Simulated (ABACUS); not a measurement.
# A series of single points on BaTe

System: BaTe (2 atoms in the cell).
Method: Kohn-Sham DFT of a periodic cell, PBE, PseudoDojo NC SR 0.4.1 PBE standard, no spin polarisation (ABACUS 3.10.1).

The 7 runs differ only in the geometry, by an even scaling of the cell at fixed fractional positions. The structure derives from an entry of the Crystallography Open Database.

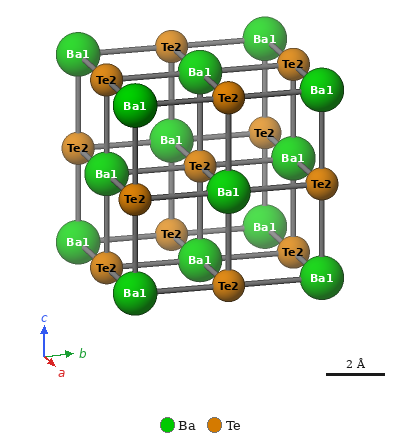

Figure 1. The structure of run 4 (ball-and-stick view of the cell 4 times as large as that of the calculation, set on its symmetry axes, seen slightly off an axis; atoms are numbered from 1 in the order of the input).

## The input of run 4
```
INPUT_PARAMETERS
suffix              BaTe
calculation         scf
basis_type          pw
pseudo_dir          ./
symmetry            1
dft_functional      pbe
ecutwfc             83
pseudo_rcut         10
nspin               1
nbands              17
ks_solver           dav
smearing_method     fd
smearing_sigma      0.00367493
scf_thr             1e-08
scf_nmax            100
mixing_type         broyden
mixing_beta         0.7
cal_force           1
cal_stress          1
kpar                4
```

## File STRU of run 4
```
ATOMIC_SPECIES
Ba 137.3270 Ba.upf
Te 127.6000 Te.upf

LATTICE_CONSTANT
1.8897261246

LATTICE_VECTORS
0.0000000000 3.4100000000 3.4100000000
3.4100000000 0.0000000000 3.4100000000
3.4100000000 3.4100000000 0.0000000000

ATOMIC_POSITIONS
Direct

Ba
0.0
1
0.0000000000 0.0000000000 0.0000000000 1 1 1

Te
0.0
1
0.5000000000 0.5000000000 0.5000000000 1 1 1
```

## File KPT of run 4
```
K_POINTS
0
Gamma
7 7 7 0 0 0
```

Command:
```bash
OMP_NUM_THREADS=1 mpirun -np 4 abacus > log
```

Run 3 differs from it as follows:
```diff
-0.0000000000 3.4100000000 3.4100000000
-3.4100000000 0.0000000000 3.4100000000
-3.4100000000 3.4100000000 0.0000000000
+0.0000000000 3.3871134044 3.3871134044
+3.3871134044 0.0000000000 3.3871134044
+3.3871134044 3.3871134044 0.0000000000
```

## Results, with one run withheld

```tsv
run	volume per atom (Å³)	free energy per atom, from the lowest run given (meV)	pressure (GPa)	gap on the mesh (eV)
1	37.273	123.26	7.15	1.25
2	38.066	90.69	5.99	1.31
3	38.859	?	?	?
4	39.652	41.39	3.99	1.42
5	40.445	23.67	3.14	1.47
6	41.238	10.00	2.36	1.52
7	42.031	0.00	1.65	1.56
```

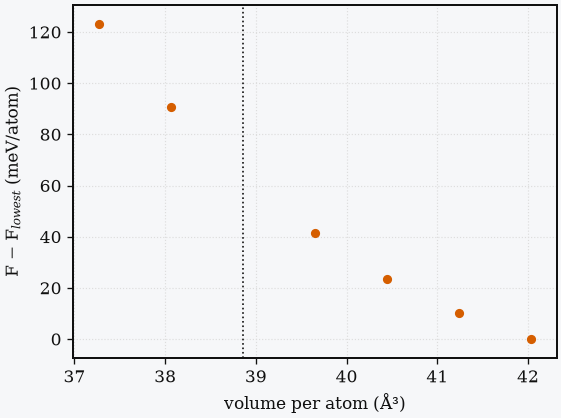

Figure 2. Free energy per atom of the runs given; the dotted line marks run 3.

What should run 3 give?

A cubic polynomial in V^(−2/3) (the Birch–Murnaghan form), fitted to the 6 runs given, misses them by under 0.01 meV per atom. With x = V^(−2/3) − 0.08589 Å⁻², it reads F = 39.528 + 17024 x + 1.4442e+06 x² + 2.8425e+06 x³ (meV per atom). At run 3 it gives 63.57 meV per atom, and the run itself gives 63.58. The slope of the fit gives a pressure −dF/dV of 4.96 GPa there, and the run prints 4.94 GPa. The fit has no minimum inside this range. The gap on the mesh goes, without turning, from 1.25 eV in run 1 to 1.56 eV in run 7; run 3 has 1.37 eV. These are gaps of this functional on this mesh, which can miss the band edges; they aren't the measured gap.

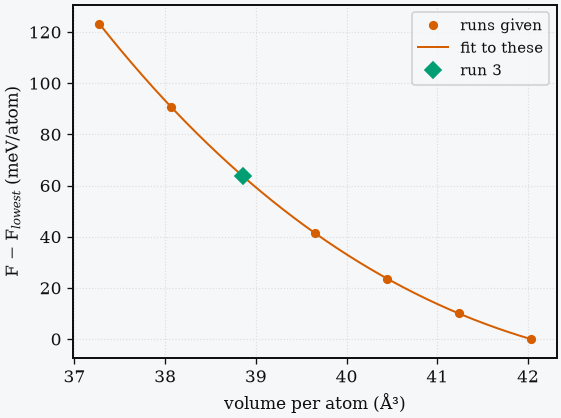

Figure 3. The fit and the withheld run.

## Some lines of the output (run 3)
```
[...]
                          Volume (Bohr^3) = 524.464
                             Volume (A^3) = 77.7175
 E_Fermi        0.5905760387         8.0351992281
 E_Fermi        0.6084592331         8.2785125702
 E_Fermi        0.6102522890         8.3029083486
 E_Fermi        0.6127700955         8.3371648631
 E_Fermi        0.6132222695         8.3433170055
 E_Fermi        0.6132568598         8.3437876313
 E_KS(sigma->0) -266.1519110813      -3621.1825242948
 E_Fermi        0.6132487227         8.3436769206
 final etot is -3621.1825243 eV
 EFERMI = 8.3436769206 eV
 TOTAL-PRESSURE: 49.439919 KBAR
 !FINAL_ETOT_IS -3621.1825243167868393 eV
```
